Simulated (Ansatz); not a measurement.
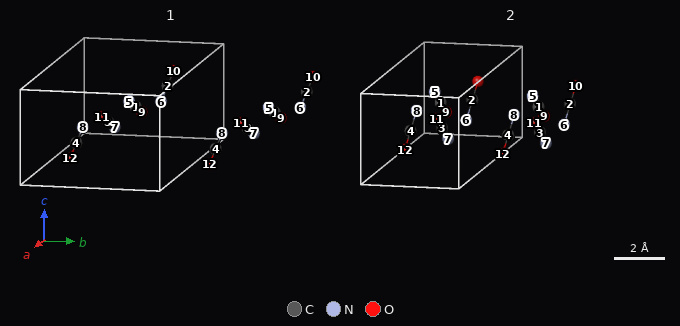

Two geometries of solid CNO (set up in Pnma), drawn at one scale. One is the start of a relaxation, the other its converged end. Style: ball-and-stick. Shown: the cell of the calculation, repeated 1 × 2 × 1 with one cell outlined, slightly off an axis.

Level of theory: Ansatz, DFT PBE+D3(BJ), scalar-relativistic, plane waves, PAW. Set-up: plane-wave cutoff 420 eV; k-point mesh 4 × 6 × 10; occupations gaussian; smearing width 0.1 eV; collinear spin; cell and atoms relaxed; force threshold 0.005 eV/Å; at most 80 steps.

Question: Which geometry has the lower energy?

Answer: Structure 2 is the relaxed one. The largest moves relative to the cell, 0.92 Å, are those of N5, N6, N7 and N8. N5 goes along [1 0 3]. By element the largest moves are N 0.92 Å, O 0.88 Å, C 0.84 Å. The drawn cell changes as follows: a 11.513 → 11.414 Å (−0.9 %), b 5.813 → 4.081 Å (−29.8 %), c 3.949 → 3.771 Å (−4.5 %); the volume changes by −33.6 %. Some distances before and after: C1–O9 1.193 → 1.165 Å, C1–N5 1.232 → 1.254 Å. The space group stays Pnma (No. 62). Over 26 accepted moves (32 points after the start) the energy falls by 3.139 eV per cell of the calculation. Largest force component: 0.35 eV/Å at the start, 0.0037 eV/Å at the end. Pressure: −0.95 GPa at the start and 0.00 GPa at the end. The line search rejected the trial steps at points 9, 12 of the run. The SCF was repeated 4 times at an unchanged geometry on a basis and grid sized afresh for the cell, which shifted the energy by 46.6 meV per cell of the calculation at most. The run took 23 min on 4 threads of Arm Neoverse V1 (shared host), peak memory 1.4 GiB.
